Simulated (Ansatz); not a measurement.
## Mo5Si: geometry relaxation (part 2 of 2)

Continued. System: Mo5Si (slab, 6 atoms in the cell). Method: DFT PBE, scalar-relativistic, plane waves, PAW, no spin polarisation (Ansatz 0.2.0); cutoff 420 eV, 9×9×1 k-mesh, Gaussian smearing of 0.1 eV. The structure derives from an entry of the Crystallography Open Database. The input holds or restrains some coordinates. Forces given for the steps count only the free coordinates.

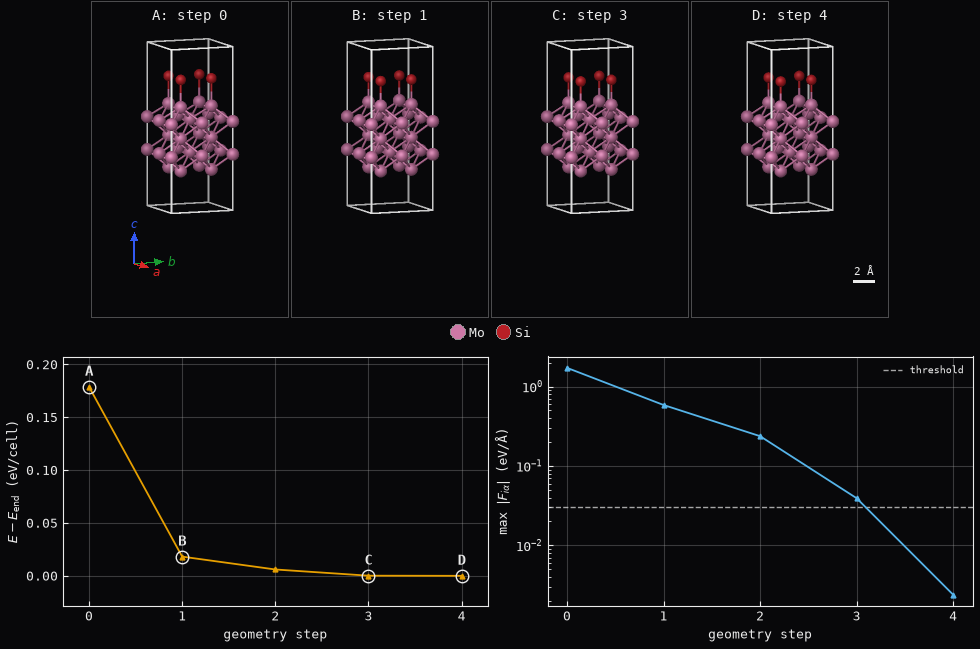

Frames of the restrained relaxation (ball-and-stick view of the 2 × 2 repeat of the cell, with the vacuum cut short, seen slightly off an axis) above the curves, on which the letters mark them (the first geometry is step 0 here and step 1 in the log).

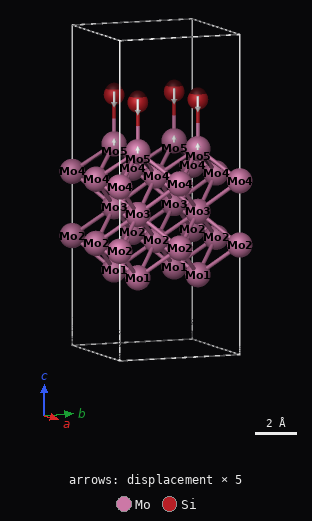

Start (faint) and end (solid) with the displacements as white arrows, magnified 5 times (ball-and-stick view of the 2 × 2 repeat of the cell, with the vacuum cut short, seen slightly off an axis). The energy falls by 0.179 eV per cell of the calculation in 4 geometry steps. Largest force component: 1.7 eV/Å at the start, 0.0024 eV/Å at the end. The largest move is that of Si6, 0.16 Å. By element the largest moves are Si 0.16 Å, Mo 0.07 Å. The cell doesn't change. Among the contacts that change: Mo5–Si6 2.660 → 2.426 Å, Mo4–Mo5 2.631 → 2.677 Å, Mo3–Mo4 2.775 → 2.764 Å. Among the angles that change: Mo4–Mo5–Mo4 116.3° → 113.2°. (Atoms are counted from 1 in the order of the input.)

```
SCF converged after 6 iterations
Free energy (F): -25411.130075 eV
Harris-Foulkes:  -25411.130075 eV  (|F-HF|=9.06e-10)
Internal energy: -25411.094157 eV  (E = F + TS)
E sigma→0 (E₀):  -25411.112116 eV
Entropy (-TS):   -0.035918 eV (-5.986 meV/atom)
Fermi energy:    4.250970 eV
Dipole field:    D = -0.044521 V/Å  (p = -0.062227 e·Å, saw-weighted, corrected)
Work function:   Φ+ = 5.0783 eV   Φ− = 3.9510 eV
Levels:          The Fermi level and band energies are counted from a zero that moves with the ramp; work functions are not
--- Per-component energies (eV) ---
  E_band       = -1428.450936
  E_kinetic    = 2231.463754
  E_local      = -95215.654851  (includes V_loc(G=0)·N_el)
  E_nonlocal   = 742.572807
  E_hartree    = 46359.753252
  E_xc         = -964.883252
  E_vxc        = -1181.170378  (∫ρ·V_xc dr)
  E_paw        = -16518.601254  (= ΣΔE_a)
  E_vpaw       = -721.971189  (= ΣTr[D̂ρ^β])
  E_aug_tail   = 0.000229  (compensation charges beyond the density's cutoff)
  E_efield     = 0.001385  (sawtooth field / dipole correction)
  E_vefield    = -3.198377  (∫n·V_field dr)
  E_ewald      = 37954.253774
  E_smearing   = -0.035918  (= −TS)
  E_closure    = -0.000000  (closes the sum)
  Σ components = -25411.130075   (vs F -25411.130075, Δ=0.00e0)
--- Forces (eV/Å), atoms counted from 1 ---
  atom   1  Mo     0.00000000     0.00000000     1.23603826
  atom   2  Mo     0.00000000     0.00000000    -1.23294434
  atom   3  Mo     0.00000000     0.00000000    -0.00239260
  atom   4  Mo    -0.00000000     0.00000000     0.00073208
  atom   5  Mo    -0.00000000     0.00000000    -0.00023874
  atom   6  Si    -0.00000000     0.00000000    -0.00115145
  max |Σ_I F_I| component: 4.32e-5 eV/Å
--- Band table (eV; the first three rows and the last of 15) ---
  k-point 0: bands = ["-56.9310", "-56.7072", "-56.5334", "-56.5016", "-56.1984", "-31.1625", "-31.0908", "-31.0908", "-30.9631", "-30.7502", "-30.7502", "-30.7198", "-30.5449", "-30.5449", "-30.4468", "-30.2919", "-30.2919", "-30.1438", "-30.0157", "-30.0157", "-4.0205", "-2.1424", "-0.6619", "-0.5345", "-0.4466", "0.4276", "0.7501", "1.0157", "2.0639", "2.6712", "3.0611", "3.0611", "3.2838", "3.4867", "3.4867", "4.0659", "4.1852", "4.1899", "4.1947", "4.1947", "5.5110", "5.5323", "5.5758", "5.5758", "6.3332"]
  k-point 1: bands = ["-56.9200", "-56.7028", "-56.5307", "-56.5039", "-56.2033", "-31.1930", "-31.1668", "-31.0664", "-30.9250", "-30.8220", "-30.7349", "-30.6634", "-30.6197", "-30.5401", "-30.3851", "-30.3279", "-30.3080", "-30.1232", "-30.0338", "-30.0303", "-3.8664", "-1.9039", "-0.4924", "-0.3995", "-0.2672", "0.5135", "0.8497", "1.0782", "2.0969", "2.6600", "2.7976", "2.8069", "3.0005", "3.5973", "3.6277", "3.7250", "3.8982", "4.2936", "4.7922", "4.7950", "4.9099", "5.2287", "5.7240", "6.1708", "6.3388"]
  k-point 2: bands = ["-56.8904", "-56.6921", "-56.5355", "-56.4982", "-56.2169", "-31.3046", "-31.2601", "-30.9979", "-30.9212", "-30.9036", "-30.6957", "-30.6779", "-30.6450", "-30.5252", "-30.3924", "-30.3542", "-30.3213", "-30.0981", "-30.0846", "-30.0511", "-3.4244", "-1.2735", "-0.2723", "-0.1406", "0.3178", "0.6130", "0.7353", "1.6535", "2.1814", "2.2633", "2.6783", "2.7407", "3.1819", "3.2596", "3.4323", "3.4961", "3.8636", "4.7424", "4.7521", "5.0112", "5.1606", "5.2523", "5.3392", "5.6735", "6.3198"]
  k-point 14: bands = ["-56.7990", "-56.6550", "-56.5568", "-56.4402", "-56.2332", "-31.4672", "-31.4539", "-31.1184", "-31.0653", "-30.9087", "-30.8637", "-30.7653", "-30.7019", "-30.6435", "-30.5282", "-30.3748", "-30.3633", "-30.3387", "-30.0808", "-30.0806", "-0.6984", "-0.1390", "0.0388", "0.9829", "1.1122", "1.2897", "1.3988", "1.5274", "1.6380", "2.0995", "2.1122", "2.3044", "3.0806", "3.1017", "4.0778", "4.1135", "4.9073", "5.6409", "5.7696", "6.0156", "6.1857", "6.2570", "6.3355", "6.6094", "6.6665"]
--- Relaxed structure (5 steps of the walk, 5 accepted, 0 SCFs on fresh bases) ---
  F+E_penalty+E_count = -25411.13007514 eV   max|allowed force component| = 2.393e-3 eV/Å
  atoms:
    - { symbol: Mo, position: [0.5, 0.5, 0.3356912984] }
    - { symbol: Mo, position: [0.0, 0.0, 0.3980991023] }
    - { symbol: Mo, position: [0.5, 0.5, 0.45909915386958117] }
    - { symbol: Mo, position: [6.855596858341498e-35, 0.0, 0.5233651188394058] }
    - { symbol: Mo, position: [0.5, 0.5, 0.5815810414307503] }
    - { symbol: Si, position: [0.5, 0.5, 0.6773896351699078] }
```

## Trajectory as extended XYZ (Å, eV, eV/Å), 5 frames, from step=1 to step=5
```
6
Lattice="3.1604 0.0000 0.0000 0.0000 3.1604 0.0000 0.0000 0.0000 25.3209" Properties=species:S:1:pos:R:3:forces:R:3 step=1 energy=-25410.95117
Mo    1.5802    1.5802    8.5000    0.0000   0.0000   1.1347
Mo    0.0000    0.0000   10.0802    0.0000   0.0000  -1.1202
Mo    1.5802    1.5802   11.6195    0.0000   0.0000  -0.0868
Mo    0.0000    0.0000   13.2644    0.0000   0.0000  -0.5571
Mo    1.5802    1.5802   14.6528    0.0000   0.0000   1.7179
Si    1.5802    1.5802   17.3128    0.0000   0.0000  -1.0884
6
Lattice="3.1604 0.0000 0.0000 0.0000 3.1604 0.0000 0.0000 0.0000 25.3209" Properties=species:S:1:pos:R:3:forces:R:3 step=2 energy=-25411.11191
Mo    1.5802    1.5802    8.5000    0.0000   0.0000   1.2129
Mo    0.0000    0.0000   10.0802    0.0000   0.0000  -1.2502
Mo    1.5802    1.5802   11.6144    0.0000   0.0000   0.4001
Mo    0.0000    0.0000   13.2695    0.0000   0.0000   0.1101
Mo    1.5802    1.5802   14.7912    0.0000   0.0000  -0.5854
Si    1.5802    1.5802   17.1964    0.0000   0.0000   0.1150
6
Lattice="3.1604 0.0000 0.0000 0.0000 3.1604 0.0000 0.0000 0.0000 25.3209" Properties=species:S:1:pos:R:3:forces:R:3 step=3 energy=-25411.12407
Mo    1.5802    1.5802    8.5000    0.0000   0.0000   1.2295
Mo    0.0000    0.0000   10.0802    0.0000   0.0000  -1.3103
Mo    1.5802    1.5802   11.6251    0.0000   0.0000  -0.2371
Mo    0.0000    0.0000   13.2260    0.0000   0.0000   0.1016
Mo    1.5802    1.5802   14.6879    0.0000   0.0000   0.1051
Si    1.5802    1.5802   17.1031    0.0000   0.0000   0.1110
6
Lattice="3.1604 0.0000 0.0000 0.0000 3.1604 0.0000 0.0000 0.0000 25.3209" Properties=species:S:1:pos:R:3:forces:R:3 step=4 energy=-25411.12995
Mo    1.5802    1.5802    8.5000    0.0000   0.0000   1.2444
Mo    0.0000    0.0000   10.0802    0.0000   0.0000  -1.2172
Mo    1.5802    1.5802   11.6271    0.0000   0.0000  -0.0214
Mo    0.0000    0.0000   13.2540    0.0000   0.0000  -0.0018
Mo    1.5802    1.5802   14.7280    0.0000   0.0000   0.0354
Si    1.5802    1.5802   17.1587    0.0000   0.0000  -0.0393
6
Lattice="3.1604 0.0000 0.0000 0.0000 3.1604 0.0000 0.0000 0.0000 25.3209" Properties=species:S:1:pos:R:3:forces:R:3 step=5 energy=-25411.13008
Mo    1.5802    1.5802    8.5000    0.0000   0.0000   1.2360
Mo    0.0000    0.0000   10.0802    0.0000   0.0000  -1.2329
Mo    1.5802    1.5802   11.6248    0.0000   0.0000  -0.0024
Mo    0.0000    0.0000   13.2521    0.0000   0.0000   0.0007
Mo    1.5802    1.5802   14.7261    0.0000   0.0000  -0.0002
Si    1.5802    1.5802   17.1521    0.0000   0.0000  -0.0012
```

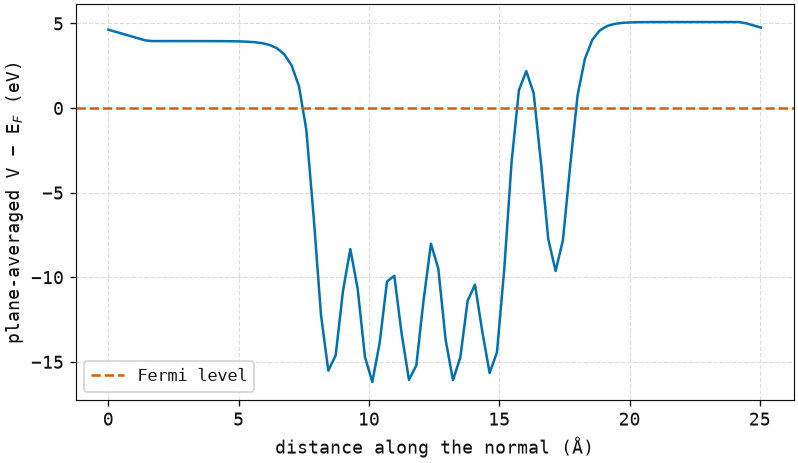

Plane average of the electrostatic potential energy of an electron across the cell, from the Fermi level. The vacuum level lies 5.08 eV above the Fermi level on the upper side and 3.95 eV on the lower.

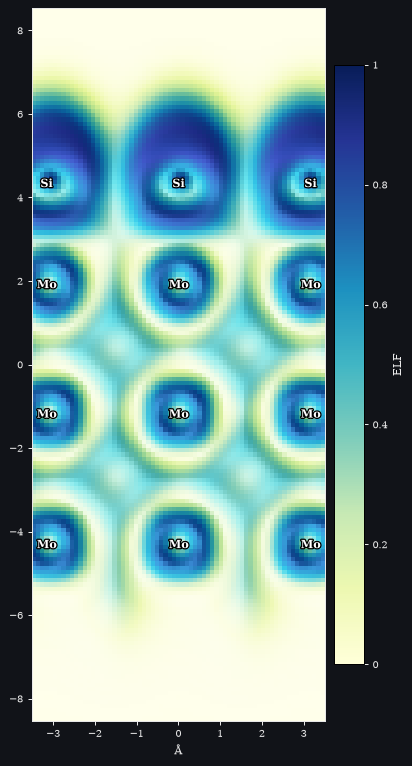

ELF on the (010) plane of the calculation cell, a cut from vacuum to vacuum. Atoms in the plane: Mo and Si. Si–Mo (2.43 Å): the ELF is about 0.50 at the midpoint. The strong features right at Mo lie inside the PAW spheres (semicore, d or f shells) and say nothing about bonding. In a PAW calculation such maps are meaningful between the atoms, not at the nuclei.

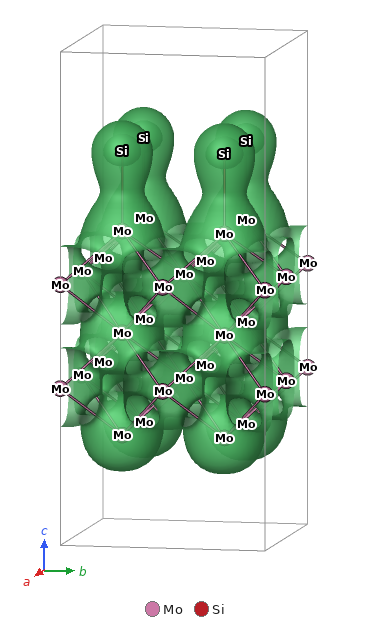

Isosurface of the valence electron density at 0.3 e/Å³ (green), seen slightly off an axis. Sticks mark near contacts. At this value the density is joined into sheets; it holds about 85 % of the electrons treated as valence (semicore included). On the grid the lowest density along these lines, outside the cores, is 0.55 e/Å³ (Si–Mo, 2.43 Å), 0.42 e/Å³ (Mo–Mo, 2.68 Å) and 0.39 e/Å³ (Mo–Mo, 2.74 Å).

This output came from the following input.

## The input
```yaml
crystal:
  lattice:
    - [3.1604413623, 0.0, 0.0]
    - [0.0, 3.1604413623, 0.0]
    - [0.0, 0.0, 25.3208827246]
  atoms:
    - { symbol: Mo, position: [0.5, 0.5, 0.3356912984] }
    - { symbol: Mo, position: [0.0, 0.0, 0.3980991023] }
    - { symbol: Mo, position: [0.5, 0.5, 0.458891202] }
    - { symbol: Mo, position: [0.0, 0.0, 0.52385314] }
    - { symbol: Mo, position: [0.5, 0.5, 0.5786861018] }
    - { symbol: Si, position: [0.5, 0.5, 0.6837377316] }
basis:
  ecutwfc: 420
kpoints:
  mp_grid: { grid: [9, 9, 1] }
hamiltonian:
  xc: pbe
scf:
  occupations: { method: gaussian, width: 0.1 }
output:
  forces: true
  eigenvalues: true
  write_density: true
  write_potential: true
  elf: true
  volumetric_format: npy
relax:
  adjacent_minimum: "off"
  f_tol: 0.03
  max_steps: 70
  constraints: [{ sites: [0, 1] }]
efield:
  axis: 3
  dipole_correction: true
```

Command:
```bash
ansatz run input.yaml --threads 1 --pin off --max-ram 2560MiB --backend cpu --events-out ev --progress --plain --runs-dir out
```

## Summary

| quantity | value |
| --- | --- |
| outcome | converged under the restraints of the input |
| electrons treated | 74 |
| free energy | −25411.1301 eV |
| work function, top face | 5.08 eV |
| work function, bottom face | 3.95 eV |
| Fermi energy | 4.251 eV |
| gap on the k-point mesh | none (metallic) |
| final volume | 252.91 Å³ |
| work function (upper face) | 5.08 eV |
| largest force (length of the vector) at the end, held atoms and coordinates included | 1.236 eV/Å |
| hardware | 1 thread of Arm Neoverse V2, 128 GiB of memory available, shared host |
| wall time | 1.7 min |
| peak memory | 0.47 GiB |
